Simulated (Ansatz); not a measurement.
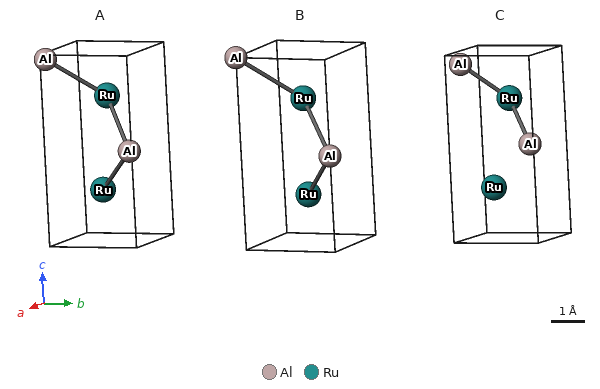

3 geometries from one relaxation of a crystal of AlRu (set up in P1), in shuffled order. The picture is a ball-and-stick view of the cell of the calculation, reduced to other axes, seen slightly off an axis. Lengths and directions refer to the drawn axes.

Case: all atoms moved at random, sigma 0.4 Å for each component, cell strained at random, sigma 0.06; relaxed back.

These are results of DFT PBEsol, scalar-relativistic, plane waves, PAW (Ansatz), not measurements. Set-up: plane-wave cutoff 420 eV; k-point mesh 12 × 12 × 6; occupations gaussian; smearing width 0.15 eV; no spin polarisation; cell and atoms relaxed; force threshold 0.01 eV/Å; at most 80 steps.

Question: Order the frames from highest to lowest energy.

Answer: C, A, B. They are steps 0, 2, 8, at +1797 meV per atom, +232 meV per atom relative to the last. The atom that moves furthest relative to the cell is an Al atom (0.60 Å along [2 −3 1]). By element the largest moves are Al 0.60 Å, Ru 0.55 Å. The volume changes by +6.7 %, with a 2.915 → 2.975 Å (+2.1 %), b 2.950 → 2.976 Å (+0.9 %), c 5.892 → 5.953 Å (+1.0 %), α 85.5° → 90.0°, β 81.7° → 90.0°, γ 80.7° → 90.0°. Near-neighbour distances that change, for instance: Al–Ru 3.425 → 2.577 Å, Al–Ru 3.293 → 2.577 Å, Al–Ru 1.891 → 2.577 Å, Al–Ru 1.952 → 2.577 Å. New bonds form, among them: Al–Ru (3.19 → 2.58 Å), Al–Ru (3.29 → 2.58 Å), Al–Ru (3.43 → 2.58 Å). Among the angles between lasting bonds that change: Ru–Al–Ru 143.0° → 180.0°, Al–Ru–Al 106.1° → 70.5°, Al–Ru–Al 148.8° → 180.0°. The space group (tolerance 0.01 Å) goes from P1 (No. 1) to Pm-3m (No. 221). After 6 accepted moves (8 points after the start) the energy has fallen by 1797 meV per atom. Largest force component: 11 eV/Å at the start, 0.00033 eV/Å at the end. Pressure: 67.00 GPa at the start and 0.01 GPa at the end. At 2 points the geometry stayed and the basis and grid were re-selected for the new cell (energy shift of 2.6 meV per atom at most each time).
